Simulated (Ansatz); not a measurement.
System: Cl, space group Fd-3m (No. 227) (one of a set of cubic test structures, which need not be the stable phase).

Method: equation of state of a cubic crystal from periodic Kohn-Sham density functional theory without spin, third-order Birch-Murnaghan fit to the free energies; pressure corrected for the finite basis (Ansatz 0.2.0 development build). Level: r2SCAN.

structure type diamond; atoms in cell 2; space group number 227; lattice centring face-centred primitive; k mesh 9×9×9; occupation method Fermi–Dirac; occupation width 0.1 eV; wave cutoff 700 eV; datasets hard PAW; density tolerance 1e−09 eV; bands 11; density cutoff ratio 4; search for lower states default; xc grid level 2.

What does the calculation give for the energy above the lowest point against volume? The volume takes the values 31.06, 32.07, 33.08, 34.10, 35.11 Å³/atom.

A third-order Birch–Murnaghan fit gives V0 = 33.36 Å³/atom, B0 = 18.8 GPa and B′ = 5.0. The energy above the lowest point is 10.6 meV/atom at volume 31.06 Å³/atom and 4.7 meV/atom at 35.11 Å³/atom; the lowest computed point is at volume 33.08 Å³/atom (0.0 meV/atom), and no other minimum shows among the points.

```
volume (Å³/atom)  energy above the lowest point (meV/atom)
           31.06                                      10.6
           32.07                                       3.0
           33.08                                       0.0
           34.10                                       0.8
           35.11                                       4.7
```

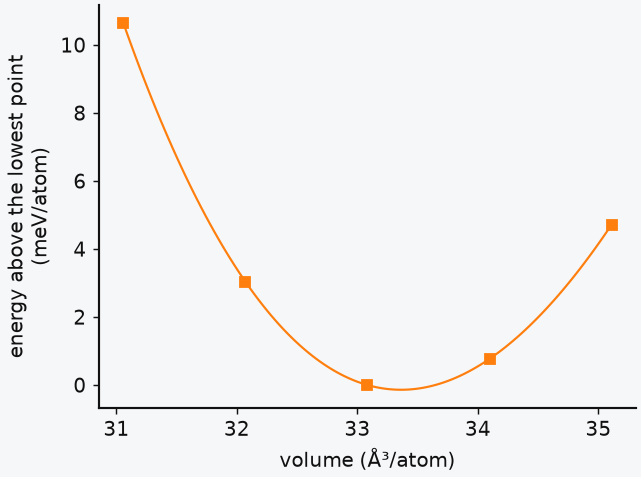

Note: cubic model structure, not the ambient form; no spin polarisation, a magnetic state may lie lower; pseudopotentials made with PBE, not this functional.
